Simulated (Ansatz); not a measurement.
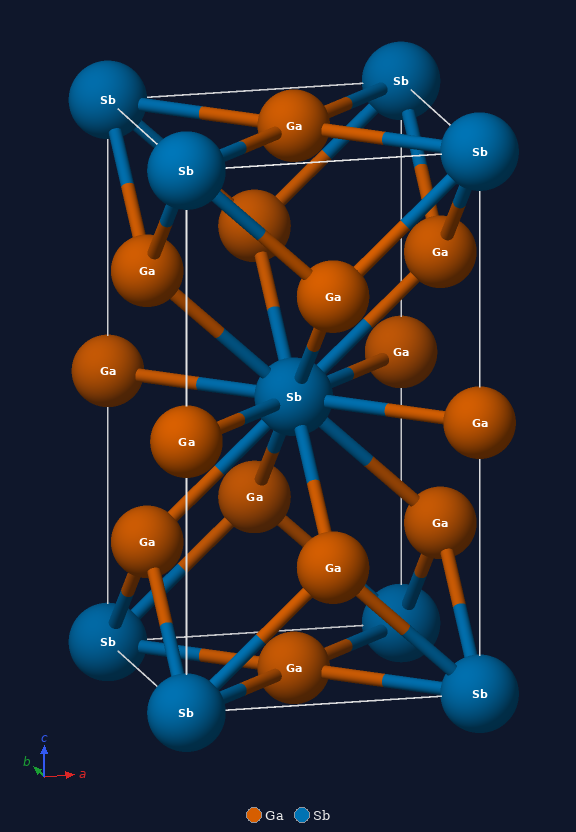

This ball-and-stick model is shown slightly off an axis. The conventional unit cell is outlined; an atom on or near a face, edge or corner is repeated at each equivalent position. Cell: a = 4.49 Å, b = 4.49 Å, c = 8.27 Å, α = 90.00°, β = 90.00°, γ = 90.00°.

The model was built from a structure listed in the Materials Project. Earlier steps of the study may have refined or changed the cell and positions. Ansatz was used for an electronic-structure calculation on it.

Caption:

It has the composition Ga3Sb. The atoms follow space group I4/mmm (No. 139); the Bravais lattice is body-centred tetragonal. Atoms per cell: 8 (6 Ga, 2 Sb). The Ga atoms are each bonded to four Sb at about 3.1 to 3.2 Å. Each Sb atom is coordinated by twelve Ga in a cuboctahedral arrangement at about 3.1 to 3.2 Å. The bonds build a three-dimensional framework.

All computed values are from Ansatz 0.2.0, DFT PBE+D3(BJ), scalar-relativistic, plane waves, PAW. Settings: 420 eV cutoff, k-points about 0.14 Å⁻¹ apart, Gaussian smearing of 0.1 eV, no spin polarisation.

Metal or not?

A metal: bands cross the Fermi level.

Predict the Bader charges.

Ga +0.07 e; Sb -0.22 e.

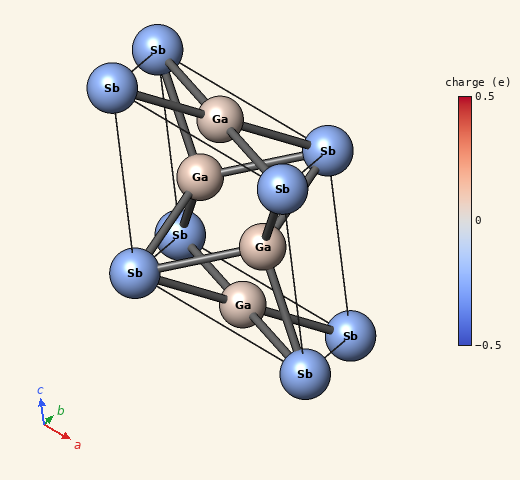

The atoms coloured by those charges. The run's cell of 4 atoms is drawn in a reduced setting, so axes and origin can differ from the first picture.

Is this an equilibrium geometry for the method given?

Yes. All forces vanish to within 0.01 eV/Å. The pressure is 0.0 GPa, close to zero.
